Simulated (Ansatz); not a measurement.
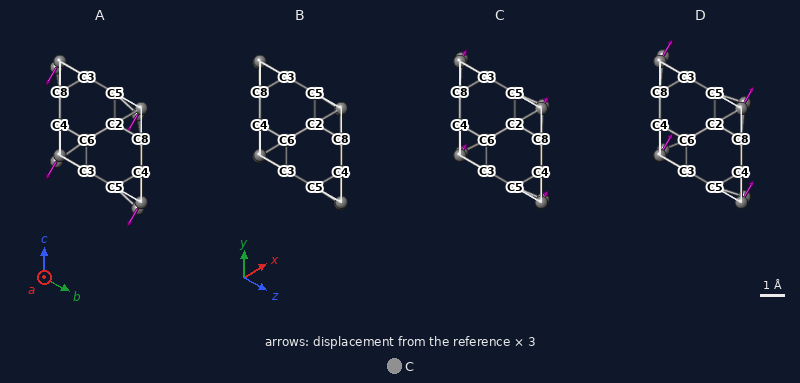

A scan of solid C (Im-3m) along one coordinate. Style: ball-and-stick. Shown: the cell of the calculation, along the a axis. Purple arrows: displacements from the reference.

The calculation used DFT r2SCAN, scalar-relativistic, plane waves, PAW in Ansatz 0.2.0. (plane-wave cutoff 500 eV; k-point mesh 8 × 8 × 8; occupations gaussian; smearing width 0.05 eV; no spin polarisation). Energies (free energies at the smearing named) are counted from the relaxed crystal.

Which coordinate changes from frame to frame?

Answer. A C atom (one in each cell of 8 atoms) is moved along Cartesian [1 1 0], all else fixed. In the frames the displacement is −0.30 Å (A), −0.06 Å (B), 0.15 Å (C), 0.27 Å (D). Their energies are 1447 meV/cell, 59 meV/cell, 367 meV/cell, 1177 meV/cell.
